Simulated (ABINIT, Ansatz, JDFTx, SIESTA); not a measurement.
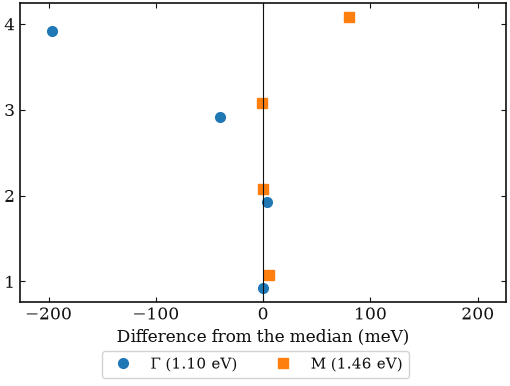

Direct gap at each named k point, for SnSe₂, space group P1 (No. 1), 3 atoms in the cell, atoms moved at random, drawn with an rms of 0.05 Å; a = 3.81 Å, b = 3.81 Å, c = 6.14 Å, α = 90.00°, β = 90.00°, γ = 120.00°. Four programs ran PBE (no spin polarisation, no spin-orbit coupling) on the same cell and 8×8×5 k mesh. The plot shows each result less the median of the plane-wave runs, which the legend gives. In reduced coordinates of the cell that was run, M is (0.5, 0, 0). The cell is at 5 GPa in Ansatz. The smallest gap over all k points computed is less than these values: 0.75 eV in Ansatz, from the valence top at a point off the named ones to the conduction bottom at a point off the named ones.

The programs are ABINIT, Ansatz, JDFTx and SIESTA. Which number lies farthest out, and which program is it likely to be?

Answer. Number 4, off by −197 meV at Γ; it is SIESTA (local basis). The numbers: 1 Ansatz; 2 ABINIT; 3 JDFTx; 4 SIESTA.

The plane-wave programs (Ansatz, JDFTx and ABINIT) agree within 44 meV at these points; their potentials differ as well, also in the shells treated as valence. SIESTA departs by up to −197 meV (at Γ).

```csv
program,kind,valence electrons,Γ (eV),M (eV)
Ansatz,plane waves,46,1.100,1.465
ABINIT,plane waves,26,1.104,1.460
JDFTx,plane waves,46,1.060,1.459
SIESTA,local basis,46,0.903,1.540
```

Settings. Ansatz PAW, 420 eV cutoff, Fermi-Dirac smearing of 0.05 eV (Ansatz 0.2.0). JTH PAW PBE v2.0, 599 eV cutoff, Fermi-Dirac smearing of 0.05 eV (ABINIT 10.8.3 (patched build)). PseudoDojo-SR-PBE-0.5-standard, 1170 eV cutoff, Fermi-Dirac smearing of 0.05 eV (JDFTx 1.7.0 (patched build)). PseudoDojo 0.4 standard (PBE files), DZP (energy shift 0.002 Ry) basis, Fermi-Dirac smearing of 0.05 eV (SIESTA 5.4.2).

Spin-orbit coupling is left out, which matters for Sn and Se. LDA, GGA and most meta-GGA functionals understate gaps. SIESTA: the basis of atomic orbitals isn't converged, which shifts gaps and empty levels.
